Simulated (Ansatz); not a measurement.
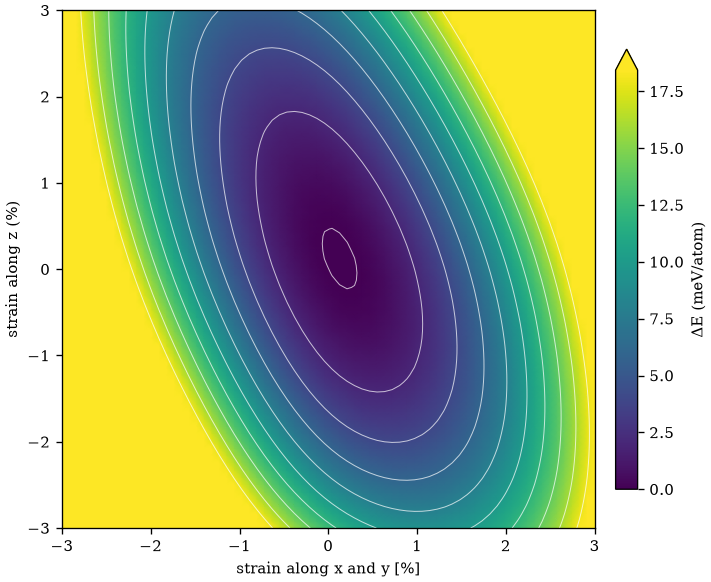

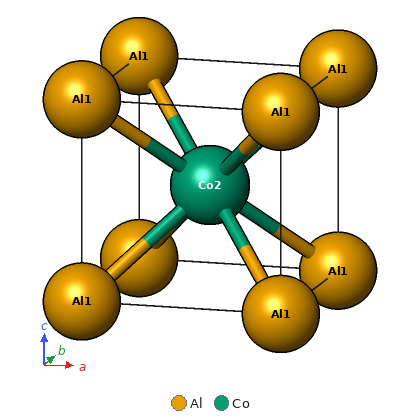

Energy landscape of AlCo (Pm-3m, No. 221; 2 atoms in the cell). The cell is strained homogeneously, by one strain along x and y and another along z, with fractional coordinates fixed (x, y and z along the cube axes). The first coordinate is: strain along x and y; the second: strain along z. The grid has 5 × 5 points. Energies: meV/atom, counted from the lowest grid point. The runs have no spin polarisation; a magnetic state may lie lower. The reference cell is the one listed in the database, not relaxed at this level. The calculation used Ansatz 0.2.0, DFT PBEsol, scalar-relativistic, plane waves, PAW. Settings: cutoff 420 eV, k-mesh 16×16×16, gaussian smearing 0.15 eV, no spin polarisation.

In the figure: a smooth colour map with a few white contour lines, one colour for all values above the top of the scale. Between grid points the surface is interpolated. The second picture is the structure at the lowest point

### Describe this landscape.

The lowest grid point is at strain along x and y = 0.0 %, strain along z = 0.0 %. No other kind of well shows on this grid. The highest grid point, strain along x and y = −3.0 %, strain along z = −3.0 %, lies 65.7 meV/atom above the lowest. Round the minimum the valley is somewhat tilted: raising strain along x and y shifts the best value of strain along z downwards (coupling k₁₂/√(k₁₁k₂₂) about 0.5).

The values on the grid:

```tsv
strain along z ↓, strain along x and y →	−3.0	−1.5	0.0	1.5	3.0
3.0	21.3	6.9	7.3	20.8	45.9
1.5	25.3	5.8	1.6	11.0	32.5
0.0	33.6	8.9	0.0	5.3	23.4
−1.5	46.8	16.8	3.4	4.7	19.1
−3.0	65.7	30.6	12.5	9.7	20.4
```
